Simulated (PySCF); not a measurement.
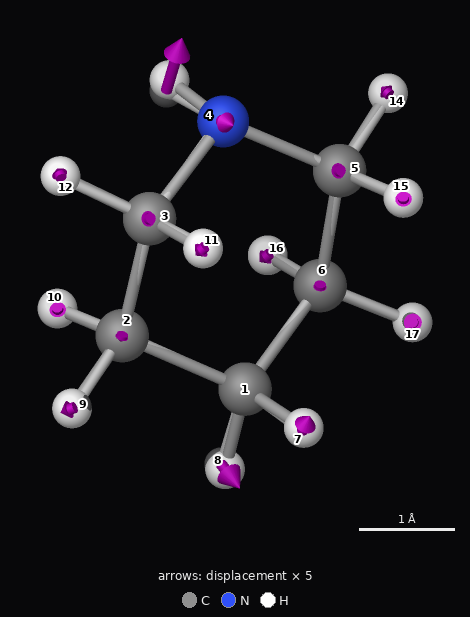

This is a relaxation of C$_{5}$H$_{11}$N. The starting structure is drawn faded, the final one solid; purple arrows show the displacements, 5 times their true length. The two geometries are superimposed by the best rigid fit.

A ball-and-stick model, seen at a tilt.

The start comes from MMFF94s.

Method: PBE0-D3(BJ)/def2-SVP geometry optimisation, gas phase in PySCF. 

**Which element moves most?**

Hydrogen: up to 0.15 Å, against 0.05 Å for nitrogen.

**What happened in the run?**

An H atom moves most after the best rigid fit: 0.15 Å. Largest moves by element: H 0.15 Å, N 0.05 Å, C 0.03 Å. Among the contacts that change: C–N 1.465 → 1.450 Å, C–H 1.097 → 1.106 Å. Bond angles that change, for instance: N–C–C 111.8° → 114.0°. After 4 geometry steps the energy has fallen by 0.051 eV. The run took 26 s on 1 thread of AMD EPYC 9R45 96-Core Processor (shared host).
